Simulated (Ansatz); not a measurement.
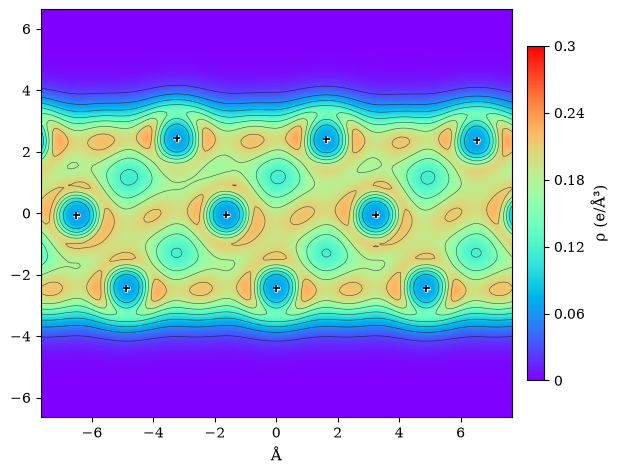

The valence electron density on a plane through atoms (crosses mark nuclei in the plane).

Computed with DFT PBE+D3(BJ), scalar-relativistic, plane waves, PAW (Ansatz).

Candidates:
A. IrO₂, a = 4.50 Å, b = 4.50 Å, c = 3.17 Å, α = 90.00°, β = 90.00°, γ = 90.00°. Space group P4₂/mnm; computed without spin polarisation.
B. Al (slab), a = 8.45 Å, b = 8.45 Å, c = 26.00 Å, α = 90.00°, β = 90.00°, γ = 120.00°. Computed without spin polarisation.

Which candidate gave the map?

Candidate B: Al on the (110) plane of the calculation cell, a cut from vacuum to vacuum, which holds Al. Al–Al (2.89 Å): ρ is about 0.2 e/Å³ halfway. Al–Al (2.89 Å): ρ at the midpoint is about 0.2 e/Å³.
